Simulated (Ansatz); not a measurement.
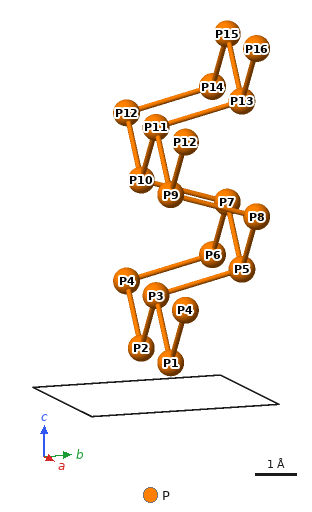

This is the input geometry for a constrained relaxation of a slab of composition P (cut from the Cmce phase). Style: ball-and-stick. Shown: the cell of the calculation, outlined in the plane, without the vacuum (origin shifted), slightly off an axis.

Case: clean slab, lower half held. The slab is the (0 0 1) face of P. 8 atoms are held fixed.

Theory: DFT PBE+D3(BJ), scalar-relativistic, plane waves, PAW in Ansatz.

The input:
```yaml
crystal:
  lattice:
    - [6.6450485288, 0.0, 0.0]
    - [-1.6612621322, 5.0957603588, 0.0]
    - [0.0, 0.0, 24.7345065664]
  atoms:
    - { symbol: P, position: [0.4468098297, 0.7872393188, 0.3436494671] }
    - { symbol: P, position: [0.9468098297, 0.7872393188, 0.3436494671] }
    - { symbol: P, position: [0.1968098297, 0.7872393188, 0.4036552319] }
    - { symbol: P, position: [0.6968098297, 0.7872393188, 0.4036552319] }
    - { symbol: P, position: [0.3031901703, 0.2127606812, 0.4278812341] }
    - { symbol: P, position: [0.8031901703, 0.2127606812, 0.4278812341] }
    - { symbol: P, position: [0.0531901703, 0.2127606812, 0.4878869989] }
    - { symbol: P, position: [0.5531901703, 0.2127606812, 0.4878869989] }
    - { symbol: P, position: [0.4468098297, 0.7872393188, 0.5121130011] }
    - { symbol: P, position: [0.9468098297, 0.7872393188, 0.5121130011] }
    - { symbol: P, position: [0.1968098297, 0.7872393188, 0.5721187659] }
    - { symbol: P, position: [0.6968098297, 0.7872393188, 0.5721187659] }
    - { symbol: P, position: [0.3031901703, 0.2127606812, 0.5963447681] }
    - { symbol: P, position: [0.8031901703, 0.2127606812, 0.5963447681] }
    - { symbol: P, position: [0.0531901703, 0.2127606812, 0.6563505329] }
    - { symbol: P, position: [0.5531901703, 0.2127606812, 0.6563505329] }
basis:
  ecutwfc: 420
kpoints:
  mp_grid: { grid: [5, 6, 1] }
hamiltonian:
  xc: pbe
  dispersion: d3bj
scf:
  occupations: { method: gaussian, width: 0.1 }
output:
  forces: true
  eigenvalues: true
  write_density: true
  write_potential: true
  elf: true
  volumetric_format: npy
relax:
  adjacent_minimum: "off"
  f_tol: 0.03
  max_steps: 70
  constraints: [{ sites: [0, 1, 2, 3, 4, 5, 6, 7] }]
efield:
  axis: 3
  dipole_correction: true
  ramp_width: 0.04
```

Command:
```bash
ansatz run input.yaml --threads 2 --pin off --max-ram 5120MiB --backend cpu --events-out ev --progress --plain --runs-dir out
```

> Where does the constrained relaxation end?

The largest moves, 0.53 Å, are those of P11 and P12. P11 goes at 46° to the normal (−c side). The cell doesn't change. Some distances before and after: P13–P15 2.228 → 2.160 Å, P10–P11 2.228 → 2.233 Å. Among the angles between lasting bonds that change: P11–P13–P15 100.2° → 109.4°, P5–P8–P9 100.2° → 94.3°, P9–P11–P13 100.2° → 95.4°. Over 6 accepted moves (7 points after the start) the energy falls by 0.272 eV per cell of the calculation. The largest force component goes from 1 to 0.019 eV/Å. 1 step only repeated the SCF at the same geometry. The run took 2 min on 2 threads of AMD EPYC 9R45 96-Core Processor (Zen 5), on a shared host, peak memory 1.4 GiB.

After the run, drawn alike:

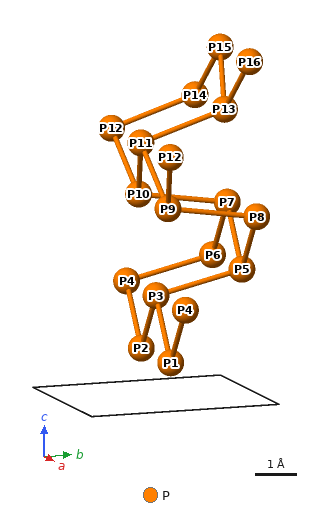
